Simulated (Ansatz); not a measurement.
Ti4O3

The calculation's input:

```
crystal:
  lattice:
    - [-2.4365179758, 2.128896403, 4.2612882009]
    - [1.8212748302, -2.128896403, 3.9419537405]
    - [2.4365179758, 2.128896403, -4.2612882009]
  atoms:
    - { symbol: Ti, position: [0.0, 0.5, 0.5] }
    - { symbol: Ti, position: [0.2706188945, 0.2706188945, 0.0] }
    - { symbol: Ti, position: [0.5, 0.0, 0.5] }
    - { symbol: Ti, position: [0.7293811055, 0.7293811055, 0.0] }
    - { symbol: O, position: [0.75, 0.25, 0.5] }
    - { symbol: O, position: [0.0, 0.0, 0.0] }
    - { symbol: O, position: [0.25, 0.75, 0.5] }
basis:
  ecutwfc: 500
kpoints:
  mp_grid: { grid: [14, 14, 14] }
hamiltonian:
  xc: r2scan
scf:
  occupations: { method: gaussian, width: 0.15 }
output:
  forces: true
  stress: true
  eigenvalues: true
  write_density: true
  write_potential: true
  elf: true
  volumetric_format: npy
```

Command:

```sh
ansatz run input.yaml --threads 2 --pin off --max-ram 5120MiB --backend cpu --events-out ev --progress --plain --runs-dir out
```

Below, planes, directions and counts refer to the conventional cell (a = 8.68 Å, b = 4.26 Å, c = 4.27 Å, α = 90.00°, β = 110.51°, γ = 90.00°).

Space group C2/m; a structure from a database of computed crystals, not necessarily the ambient phase; changed on purpose from its base cell (strain -0.1500 x Voigt [0, 0, 0, 0, 1, 0], atoms carried along); not relaxed (largest force 0.4 eV/Å); computed without spin polarisation.

These are results of Ansatz 0.2.0, DFT r2SCAN, scalar-relativistic, plane waves, PAW, not measurements.

In a PAW calculation such maps are meaningful between the atoms, not at the nuclei.

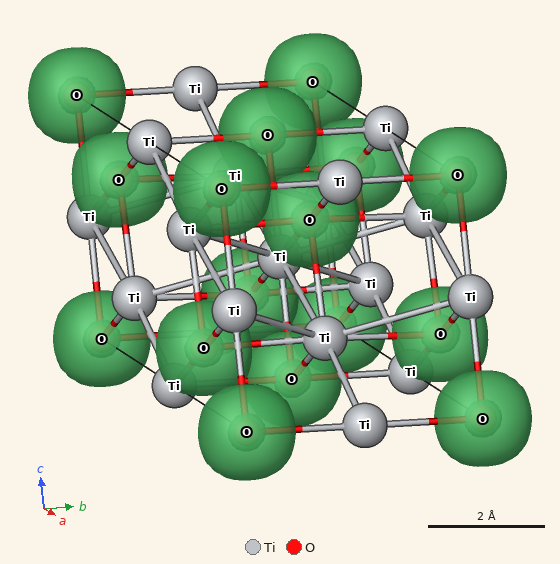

Figure 1. Isosurface of the ELF at 0.65 (green), seen slightly off an axis. Core shells and regions of very low density are left out. Sticks mark near contacts.

Describe the localisation domains.

Answer. At this value the surface marks out six regions wrapped around O (the valence shell of each), counted in one cell of 14 atoms. Any copies at cell faces, edges or corners count once. Profiles from the grid: Ti–O (2.06 Å): the ELF peaks at about 0.85 in the valence shell of O, 0.6 Å from its nucleus, and is about 0.10 at the midpoint: no localised pair shows between them. Ti–Ti (2.63 Å): the ELF is about 0.30 at the midpoint.

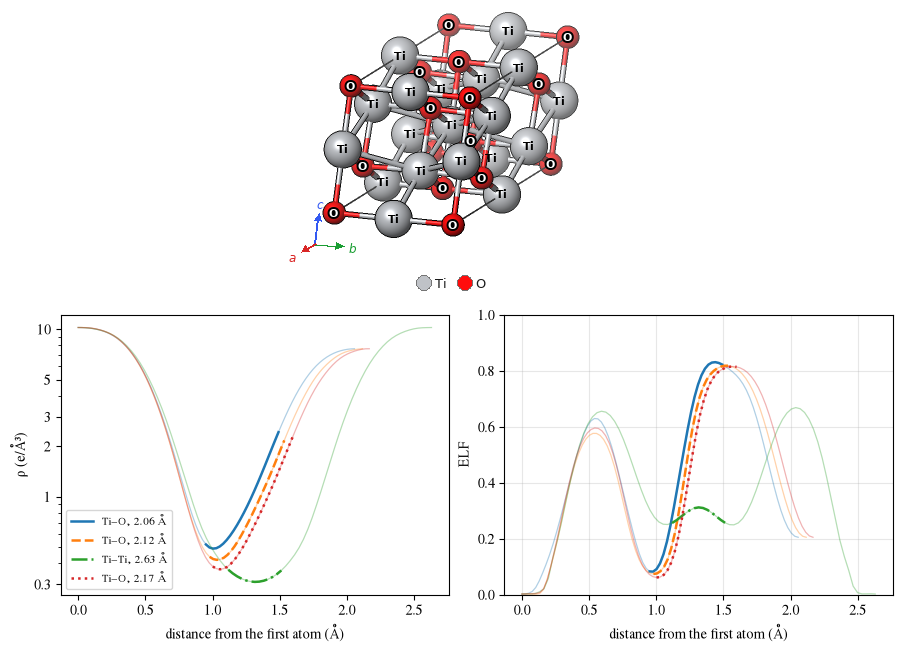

Figure 2. Valence pseudo-density and electron localisation function along straight lines between neighbouring atoms. Thin, pale parts lie inside the atomic spheres. The structure is drawn too.

What can be read from the curves?

Answer. Ti–O (2.06 Å): ρ at the midpoint is about 0.49 e/Å³; the ELF peaks at about 0.85 in the valence shell of O, 0.6 Å from its nucleus, and is about 0.10 at the midpoint; no localised pair shows between them.
Ti–O (2.12 Å): the density is about 0.42 e/Å³ at the midpoint; the ELF peaks at about 0.80 in the valence shell of O, 0.6 Å from its nucleus, and is about 0.10 at the midpoint (no localised pair shows between them).
Ti–Ti (2.63 Å): ρ at the midpoint is about 0.31 e/Å³; the ELF is about 0.30 at the midpoint.
Ti–O (2.17 Å): ρ at the midpoint is about 0.37 e/Å³; the ELF peaks at about 0.80 in the valence shell of O, 0.6 Å from its nucleus, and is about 0.10 at the midpoint (no localised pair shows between them).

Does the calculation give a band gap?

Answer. It is gapless in this calculation (a metal or semimetal); semilocal functionals without U, or without the true magnetic order, often close the gap of such compounds.
